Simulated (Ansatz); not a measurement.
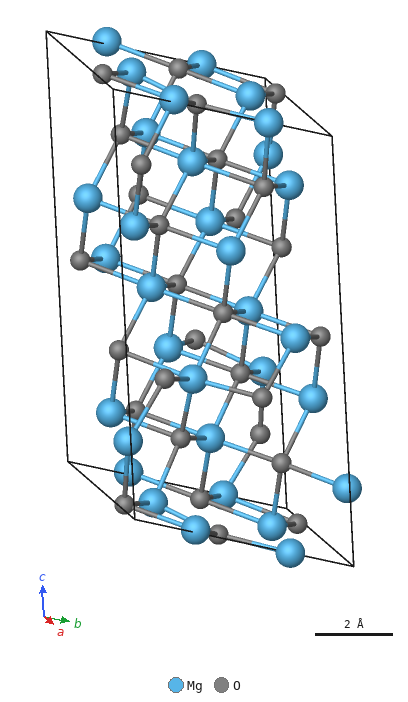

The structure as given in the input (ball-and-stick view of the cell of the calculation, seen slightly off an axis). An atom can appear more than once, as a periodic image. Near neighbours in the periodic cell (some may lie outside the picture): Mg has 5 O at 1.97 to 2.18 Å; O has 4 Mg at 1.97 to 2.04 Å; O has 5 Mg at 1.99 to 2.18 Å.

## Mg$_{23}$O$_{24}$: single-point calculation (part 1 of 3)

Mg$_{23}$O$_{24}$ (defect cell, 47 atoms in the cell), computed with DFT PBE, scalar-relativistic, plane waves, PAW, spin-polarised (Ansatz 0.2.0).

The structure derives from a Materials Project entry.

Log
```
Engine: ansatz 0.2.0, aarch64-unknown-linux-gnu
Pseudopotentials: kind: paw
Pseudopotential: Mg, paw, valence charge 10, recommended cutoff 420 eV (normal), Mg.paw.azcp
Pseudopotential: O, paw, valence charge 6, recommended cutoff 420 eV (normal), O.paw.azcp
Functional definition: PBE
  parameter kappa = 0.804
  parameter beta = 0.06672455060314922
  exchange = pbe_x(kappa = kappa, mu = beta*pi^2/3)
  correlation = pbe_c(beta = beta)
Crystal: 47 atoms, lattice volume = 527.756 Å³
Basis set: ecut = 420 eV, 10319 PW (Γ), exchange–correlation on 100×100×160 points (8 copies of the dense FFT grid, shifted against one another)
Bands: 235, of which v1, the nominal top of the filled ones, is band 187 counted from 1 (186 counted from 0)
Symmetry: 1 space group operations
Space group: P1 (ITA 1), of the structure as read, at distance tolerance 8.1e-5 Å
Magnetic group: BNS 1.1 (UNI 1), of the structure as read, at distance tolerance 8.1e-5 Å
k-points: 8
Non-local potential: Mg, projectors of the file, l = 0: 3, l = 1: 2, l = 2: 1
Non-local potential: O, projectors of the file, l = 0: 2, l = 1: 2, l = 2: 1
PAW form: soft (Blöchl's): semilocal exchange-correlation on the pseudo side does not see the compensation charge
PAW one-centre angular grid: Mg, 110 points (default); XC on 64 Gauss nodes
PAW one-centre angular grid: O, 110 points (default); XC on 64 Gauss nodes
Initial density: superposition of atomic densities (chi_scale 0.1, normalization cell, long waves kept (reshape's long-wave potential 0.34 eV rms))
Starting moments: Σ|m| = 1.24 μB on 8 of 47 sites
Initial wavefunctions: pseudopotential atomic-orbital guess
Functional: x = pbe(κ = 0.804, μ = 0.2195149727645171), c = pbe(β = 0.06672455060314922)
SCF iter   1: F=—  HF=-57930.630491 eV  |F-HF|=—  |Δ(HF+E_count)|=         —  Δρ=3.75e-2 (↑3.56e-2 ↓3.75e-2)  dr2=2.39e1  dr2_m=1.04e-1  M=1.221 μB ∫|m|=1.291 μB  β_m=0.30  ethr=3.10e-3  ⟨swp⟩=6.0  Hψ=14468  notcnv=0  defer=165
preconditioner: auto → Kerker (q_TF=auto, 2.576 Å⁻¹)  [metal: Δε(μ)=0.001 eV  Ē_g=15.020 eV  σ=0.050 eV  W_gap=0.01  n_scr=150 (ndim 8)  ℏωp=22.3 eV  f_vac=0.004  D(μ)=21.91/eV (n_scr^D=178)]
spin=Collinear: Kerker preconditioning applied to the charge; magnetization (m = ρ↑ − ρ↓) channel mixes plain (no charge-response kernel on spin).
SCF iter   2: F=—  HF=-57928.045643 eV  |F-HF|=—  |Δ(HF+E_count)|=    2.58e0  Δρ=2.87e-2 (↑2.62e-2 ↓2.87e-2)  dr2=1.45e1  dr2_m=2.06e-1  M=1.866 μB ∫|m|=1.916 μB  β_m=1.00  ethr=3.10e-3  ⟨swp⟩=2.0  Hψ=4429  notcnv=0  defer=659
SCF iter   3: F=—  HF=-57925.945401 eV  |F-HF|=—  |Δ(HF+E_count)|=    2.10e0  Δρ=2.16e-2 (↑1.02e-2 ↓2.16e-2)  dr2=6.35e0  dr2_m=3.62e-1  M=1.976 μB ∫|m|=2.105 μB  β_m=0.30  ethr=3.10e-3  ⟨swp⟩=2.6  Hψ=5842  notcnv=0  defer=659
SCF iter   4: F=—  HF=-57925.561504 eV  |F-HF|=—  |Δ(HF+E_count)|=   3.84e-1  Δρ=1.29e-2 (↑8.05e-3 ↓1.29e-2)  dr2=2.79e0  dr2_m=8.95e-2  M=1.847 μB ∫|m|=1.972 μB  β_m=0.30  ethr=1.70e-3  ⟨swp⟩=2.0  Hψ=4435  notcnv=0  defer=663
SCF iter   5: F=—  HF=-57925.344881 eV  |F-HF|=—  |Δ(HF+E_count)|=   2.17e-1  Δρ=7.99e-3 (↑6.19e-3 ↓7.99e-3)  dr2=1.60e0  dr2_m=2.50e-2  M=1.958 μB ∫|m|=2.072 μB  β_m=0.30  ethr=7.46e-4  ⟨swp⟩=2.1  Hψ=3543  notcnv=0  defer=663
SCF iter   6: F=—  HF=-57925.300020 eV  |F-HF|=—  |Δ(HF+E_count)|=   4.49e-2  Δρ=1.82e-2 (↑4.63e-3 ↓1.82e-2)  dr2=2.88e0  dr2_m=3.32e-1  M=1.983 μB ∫|m|=2.134 μB  β_m=0.30  ethr=4.28e-4  ⟨swp⟩=2.1  Hψ=4356  notcnv=0  defer=663
SCF iter   7: F=—  HF=-57925.296385 eV  |F-HF|=—  |Δ(HF+E_count)|=   3.63e-3  Δρ=1.17e-2 (↑3.62e-3 ↓1.17e-2)  dr2=1.62e0  dr2_m=1.15e-1  M=1.837 μB ∫|m|=1.983 μB  β_m=0.30  ethr=4.28e-4  ⟨swp⟩=2.1  Hψ=5032  notcnv=0  defer=662
SCF iter   8: F=—  HF=-57925.372885 eV  |F-HF|=—  |Δ(HF+E_count)|=   7.65e-2  Δρ=1.10e-2 (↑3.46e-3 ↓1.10e-2)  dr2=1.57e0  dr2_m=7.94e-2  M=1.781 μB ∫|m|=1.934 μB  β_m=0.30  ethr=4.28e-4  ⟨swp⟩=2.0  Hψ=3830  notcnv=0  defer=662
SCF iter   9: F=—  HF=-57925.306751 eV  |F-HF|=—  |Δ(HF+E_count)|=   6.61e-2  Δρ=5.90e-3 (↑2.65e-3 ↓5.90e-3)  dr2=6.59e-1  dr2_m=1.69e-2  M=1.740 μB ∫|m|=1.887 μB  β_m=0.30  ethr=4.19e-4  ⟨swp⟩=2.1  Hψ=3268  notcnv=0  defer=662
Mixer restart at iter 9: flushing history
spin-set hold released at iteration 9 (site moments contracting): the magnetisation degrees of freedom join the quasi-Newton model from the next iteration; the mixer history was flushed
SCF iter  10: F=—  HF=-57925.286448 eV  |F-HF|=—  |Δ(HF+E_count)|=   2.03e-2  Δρ=7.43e-3 (↑1.67e-3 ↓7.43e-3)  dr2=3.74e-1  dr2_m=7.88e-2  M=1.721 μB ∫|m|=1.865 μB  β_m=0.25  ethr=1.76e-4  ⟨swp⟩=2.0  Hψ=4339  notcnv=0  defer=662
SCF iter  11: F=—  HF=-57925.279856 eV  |F-HF|=—  |Δ(HF+E_count)|=   6.59e-3  Δρ=1.58e-3 (↑1.58e-3 ↓1.55e-3)  dr2=1.38e-1  dr2_m=5.67e-3  M=1.731 μB ∫|m|=1.868 μB  β_m=0.22  ethr=1.00e-4  ⟨swp⟩=1.5  Hψ=3637  notcnv=0  defer=662
SCF iter  12: F=—  HF=-57925.284308 eV  |F-HF|=—  |Δ(HF+E_count)|=   4.45e-3  Δρ=3.05e-3 (↑1.11e-3 ↓3.05e-3)  dr2=1.21e-1  dr2_m=1.64e-2  M=1.720 μB ∫|m|=1.856 μB  β_m=0.19  ethr=3.68e-5  ⟨swp⟩=1.0  Hψ=3167  notcnv=0  defer=662
SCF iter  13: F=—  HF=-57925.286519 eV  |F-HF|=—  |Δ(HF+E_count)|=   2.21e-3  Δρ=1.77e-3 (↑7.62e-4 ↓1.77e-3)  dr2=7.32e-2  dr2_m=5.93e-3  M=1.719 μB ∫|m|=1.852 μB  β_m=0.20  ethr=3.24e-5  ⟨swp⟩=1.5  Hψ=3574  notcnv=0  defer=662
SCF iter  14: F=—  HF=-57925.285555 eV  |F-HF|=—  |Δ(HF+E_count)|=   9.64e-4  Δρ=9.28e-4 (↑5.50e-4 ↓9.28e-4)  dr2=4.91e-2  dr2_m=4.95e-4  M=1.704 μB ∫|m|=1.834 μB  β_m=0.32  ethr=1.96e-5  ⟨swp⟩=1.5  Hψ=3964  notcnv=0  defer=662
SCF iter  15: F=—  HF=-57925.279859 eV  |F-HF|=—  |Δ(HF+E_count)|=   5.70e-3  Δρ=1.54e-3 (↑4.18e-4 ↓1.54e-3)  dr2=1.66e-2  dr2_m=3.43e-3  M=1.674 μB ∫|m|=1.803 μB  β_m=0.62  ethr=1.31e-5  ⟨swp⟩=2.0  Hψ=3849  notcnv=0  defer=662
SCF iter  16: F=—  HF=-57925.280480 eV  |F-HF|=—  |Δ(HF+E_count)|=   6.21e-4  Δρ=2.11e-3 (↑2.86e-4 ↓2.11e-3)  dr2=3.61e-2  dr2_m=5.70e-3  M=1.689 μB ∫|m|=1.816 μB  β_m=0.73  ethr=4.43e-6  ⟨swp⟩=2.0  Hψ=4295  notcnv=0  defer=662
SCF iter  17: F=—  HF=-57925.280694 eV  |F-HF|=—  |Δ(HF+E_count)|=   2.14e-4  Δρ=1.91e-3 (↑1.95e-4 ↓1.91e-3)  dr2=3.00e-2  dr2_m=4.31e-3  M=1.659 μB ∫|m|=1.787 μB  β_m=0.71  ethr=4.43e-6  ⟨swp⟩=2.0  Hψ=3733  notcnv=0  defer=662
SCF iter  18: F=—  HF=-57925.279627 eV  |F-HF|=—  |Δ(HF+E_count)|=   1.07e-3  Δρ=7.02e-4 (↑1.04e-4 ↓7.02e-4)  dr2=5.92e-3  dr2_m=5.55e-4  M=1.664 μB ∫|m|=1.788 μB  β_m=0.65  ethr=4.43e-6  ⟨swp⟩=1.8  Hψ=3655  notcnv=0  defer=663
SCF iter  19: F=—  HF=-57925.279445 eV  |F-HF|=—  |Δ(HF+E_count)|=   1.82e-4  Δρ=2.02e-4 (↑8.35e-5 ↓2.02e-4)  dr2=5.96e-4  dr2_m=3.26e-5  M=1.657 μB ∫|m|=1.781 μB  β_m=0.61  ethr=1.58e-6  ⟨swp⟩=1.1  Hψ=3093  notcnv=0  defer=663
SCF iter  20: F=—  HF=-57925.279411 eV  |F-HF|=—  |Δ(HF+E_count)|=   3.42e-5  Δρ=7.00e-5 (↑3.68e-5 ↓7.00e-5)  dr2=9.85e-5  dr2_m=4.36e-6  M=1.656 μB ∫|m|=1.780 μB  β_m=0.69  ethr=1.59e-7  ⟨swp⟩=2.0  Hψ=4390  notcnv=0  defer=663
SCF iter  21: F=—  HF=-57925.279668 eV  |F-HF|=—  |Δ(HF+E_count)|=   2.57e-4  Δρ=1.42e-4 (↑3.09e-5 ↓1.42e-4)  dr2=1.94e-4  dr2_m=1.93e-5  M=1.657 μB ∫|m|=1.781 μB  β_m=0.69  ethr=2.63e-8  ⟨swp⟩=2.0  Hψ=4750  notcnv=0  defer=669
SCF iter  22: F=—  HF=-57925.279661 eV  |F-HF|=—  |Δ(HF+E_count)|=   6.65e-6  Δρ=5.36e-5 (↑1.57e-5 ↓5.36e-5)  dr2=3.30e-5  dr2_m=2.98e-6  M=1.656 μB ∫|m|=1.780 μB  β_m=0.65  ethr=2.63e-8  ⟨swp⟩=2.0  Hψ=4417  notcnv=0  defer=669
SCF iter  23: F=—  HF=-57925.279662 eV  |F-HF|=—  |Δ(HF+E_count)|=   8.05e-7  Δρ=6.02e-5 (↑1.29e-5 ↓6.02e-5)  dr2=3.76e-5  dr2_m=3.68e-6  M=1.655 μB ∫|m|=1.779 μB  β_m=0.49  ethr=8.82e-9  ⟨swp⟩=2.0  Hψ=4398  notcnv=0  defer=669
SCF iter  24: F=—  HF=-57925.279661 eV  |F-HF|=—  |Δ(HF+E_count)|=   1.14e-6  Δρ=1.24e-5 (↑7.29e-6 ↓1.24e-5)  dr2=4.60e-6  dr2_m=1.41e-7  M=1.656 μB ∫|m|=1.781 μB  β_m=0.61  ethr=8.82e-9  ⟨swp⟩=2.0  Hψ=3428  notcnv=0  defer=669
SCF iter  25: F=—  HF=-57925.279661 eV  |F-HF|=—  |Δ(HF+E_count)|=   1.76e-7  Δρ=2.42e-5 (↑7.04e-6 ↓2.42e-5)  dr2=6.77e-6  dr2_m=5.53e-7  M=1.656 μB ∫|m|=1.780 μB  β_m=0.61  ethr=1.23e-9  ⟨swp⟩=2.0  Hψ=4220  notcnv=0  defer=669
SCF iter  26: F=—  HF=-57925.279661 eV  |F-HF|=—  |Δ(HF+E_count)|=   1.96e-7  Δρ=1.16e-5 (↑3.73e-6 ↓1.16e-5)  dr2=1.97e-6  dr2_m=1.50e-7  M=1.656 μB ∫|m|=1.781 μB  β_m=0.55  ethr=1.23e-9  ⟨swp⟩=2.0  Hψ=4205  notcnv=0  defer=669
SCF iter  27: F=—  HF=-57925.279661 eV  |F-HF|=—  |Δ(HF+E_count)|=   8.77e-8  Δρ=1.11e-5 (↑2.13e-6 ↓1.11e-5)  dr2=1.19e-6  dr2_m=1.64e-7  M=1.656 μB ∫|m|=1.781 μB  β_m=0.61  ethr=5.26e-10  ⟨swp⟩=1.6  Hψ=3139  notcnv=0  defer=669
SCF iter  28: F=—  HF=-57925.279661 eV  |F-HF|=—  |Δ(HF+E_count)|=   6.14e-8  Δρ=6.27e-6 (↑1.26e-6 ↓6.27e-6)  dr2=2.33e-7  dr2_m=5.88e-8  M=1.656 μB ∫|m|=1.781 μB  β_m=0.80  ethr=3.18e-10  ⟨swp⟩=1.0  Hψ=3091  notcnv=0  defer=669
SCF iter  29: F=—  HF=-57925.279661 eV  |F-HF|=—  |Δ(HF+E_count)|=   3.89e-8  Δρ=7.95e-6 (↑1.47e-6 ↓7.95e-6)  dr2=5.73e-7  dr2_m=6.04e-8  M=1.656 μB ∫|m|=1.781 μB  β_m=0.56  ethr=6.24e-11  ⟨swp⟩=2.1  Hψ=4435  notcnv=0  defer=669
SCF iter  30: F=—  HF=-57925.279661 eV  |F-HF|=—  |Δ(HF+E_count)|=   2.37e-8  Δρ=1.98e-6 (↑5.87e-7 ↓1.98e-6)  dr2=5.71e-8  dr2_m=3.20e-9  M=1.656 μB ∫|m|=1.781 μB  β_m=0.51  ethr=2.67e-11  ⟨swp⟩=15.8  Hψ=20491  notcnv=0
SCF iter  31: F=—  HF=-57925.279661 eV  |F-HF|=—  |Δ(HF+E_count)|=  9.90e-10  Δρ=1.24e-6 (↑4.10e-7 ↓1.24e-6)  dr2=2.12e-8  dr2_m=1.48e-9  M=1.656 μB ∫|m|=1.781 μB  β_m=0.43  ethr=1.53e-11  ⟨swp⟩=3.0  Hψ=7124  notcnv=0
SCF iter  32: F=-57925.279661 eV  HF=-57925.279661 eV  |F-HF|=4.19e-9  |Δ(HF+E_count)|=  6.84e-10  Δρ=5.36e-7 (↑2.33e-7 ↓5.36e-7)  dr2=6.73e-9  dr2_m=2.55e-10  M=1.656 μB ∫|m|=1.781 μB  ethr=5.68e-12  ⟨swp⟩=2.0  Hψ=6778  notcnv=0
SCF 1 converged in 32 iterations: F = -57925.279661 eV  dr2 = 6.73e-9
  greatest PAW one-centre occupation: 1.000 electrons in one spin orbital (limit 2), on the Mg atom at site 0 (counted from 0), in its partial waves of l = 0
```

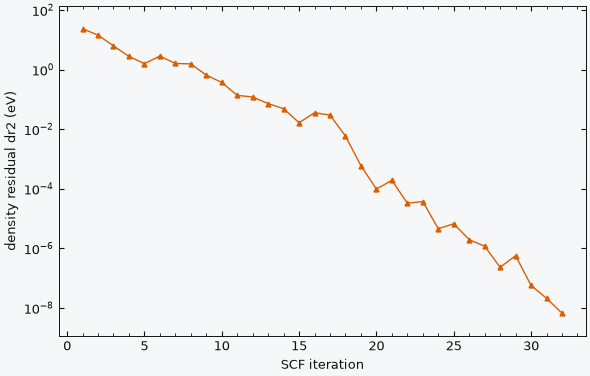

Convergence of the self-consistent field: density residual dr2 against the SCF iteration. The residual falls unevenly and jumps up by a factor of two or more 2 times on the way down.

```
SCF converged after 32 iterations
Magnetization: 1.6562 μB (187.8281 up, 186.1719 down)
Absolute magnetization: 1.7808 μB (∫|ρ↑−ρ↓|, with the PAW one-centre terms)
Spin contamination: 0.0232 ħ² per cell (⟨S²⟩ above its minimum at these occupations)
Per-site moments (μB) at R_I (Å): [(0.0033750355294044922, 0.8230712334997718), (0.0002594735720758278, 0.8136620104026179), (0.00023954961567964348, 0.8152748541464598), (0.00015684669565101583, 0.8199670589385848), (9.996429038688665e-5, 0.8143557398694341), (2.491018559589153e-5, 0.8274926869800912), (2.5166603146144302e-5, 0.8273325873691766), (0.000157552423927142, 0.8200253878128232), (9.8890088933222e-5, 0.8152319735181618), (0.0002448912029089607, 0.8160828248671408), (0.0002515581799213628, 0.8136070922694603), (-0.0007200113488553885, 0.8160212348521304), (-0.000716904614550753, 0.8155045551097216), (-0.0009164100449142574, 0.8151545600891489), (-0.0009306969297298636, 0.8157503493883616), (2.931544047516392e-5, 0.8271616503173808), (2.9229007736167722e-5, 0.8270744585509509), (-5.321864894890494e-5, 0.8300342959927394), (-5.4093965119877624e-5, 0.8300689126932431), (2.955374726240074e-5, 0.8270665436823661), (2.8252768988199974e-5, 0.8271809471997487), (-0.0009369062215213095, 0.815519837908485), (-0.0009235833487172445, 0.814978117651499), (0.22697587547479312, 0.815519837908485), (0.22260495001987346, 0.814978117651499), (0.026657304711243952, 0.8270744585509509), (0.0271289962493738, 0.8271616503173808), (0.011356549772939668, 0.828599962269996), (0.011281123279111828, 0.8285859859091834), (0.0028657042765780545, 0.8300342959927394), (0.002864517191532192, 0.8300689126932431), (0.011229348529617397, 0.8285181578501765), (0.011547030570869981, 0.8288325517043187), (0.027141345811368418, 0.8270665436823661), (0.02696812227251446, 0.8271809471997487), (0.20226108295075546, 0.8136070922694603), (0.059197220978185035, 0.8204954363986559), (0.05436508582004879, 0.8199670589385848), (0.21296719554634908, 0.8143557398694341), (0.011964751799082492, 0.8279555985981198), (0.004861693246927027, 0.8273325873691766), (0.007490422786258622, 0.8280455837221327), (0.007560921357730839, 0.8282267012757405), (0.012016140162924729, 0.8280621222961103), (0.00494115983691832, 0.8273760558205329), (0.21766324503913403, 0.8152319735181618), (0.05389779885110637, 0.8200253878128232)]
Free energy (F): -57925.279661 eV
Harris-Foulkes:  -57925.279661 eV  (|F-HF|=4.19e-9)
Internal energy: -57925.257218 eV  (E = F + TS)
E sigma→0 (E₀):  -57925.268440 eV
Entropy (-TS):   -0.022442 eV (-0.477 meV/atom)
Fermi energy:    5.603347 eV
--- Per-component energies (eV) ---
  E_band       = -7573.632600
  E_kinetic    = 6038.022394
  E_local      = -43400.050713  (includes V_loc(G=0)·N_el)
  E_nonlocal   = 3337.813230
  E_hartree    = 15548.860520
  E_xc         = -2483.403935
  E_vxc        = -3180.308960  (∫ρ·V_xc dr)
  E_paw        = -10506.033548  (= ΣΔE_a)
  E_vpaw       = -1466.892447  (= ΣTr[D̂ρ^β])
  E_aug_tail   = 0.059526  (compensation charges beyond the density's cutoff)
  E_ewald      = -26460.524693
  E_smearing   = -0.022442  (= −TS)
  E_closure    = 0.000000  (closes the sum)
  Σ components = -57925.279661   (vs F -57925.279661, Δ=0.00e0)
```
